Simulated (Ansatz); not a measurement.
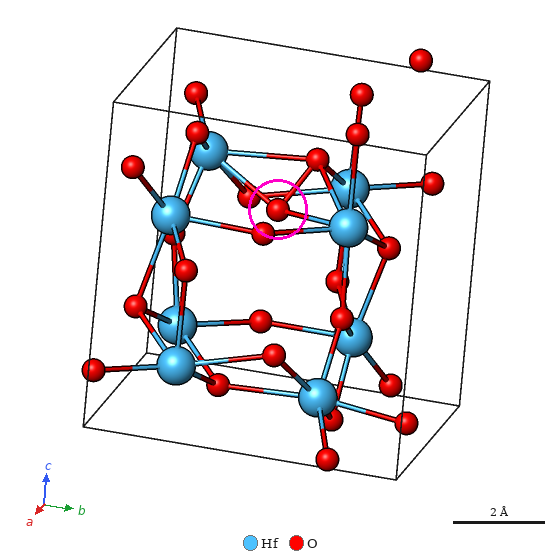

View slightly off an axis, drawn as a ball-and-stick model. The frame is the supercell; atoms at its boundary are shown with their periodic copies. The host is HfO2, in a cell of 24 sites, and the cell is neutral. A ring marks the defect's site.

### Identify the point defect.

An interstitial oxygen atom. It is bonded to two Hf and one O (about 2.1 Å to Hf, 1.5 Å to O). Not all metal-metal contacts are counted.

The atoms were relaxed in the host's cell with Ansatz 0.2.0, DFT PBE, scalar-relativistic, plane waves, PAW.
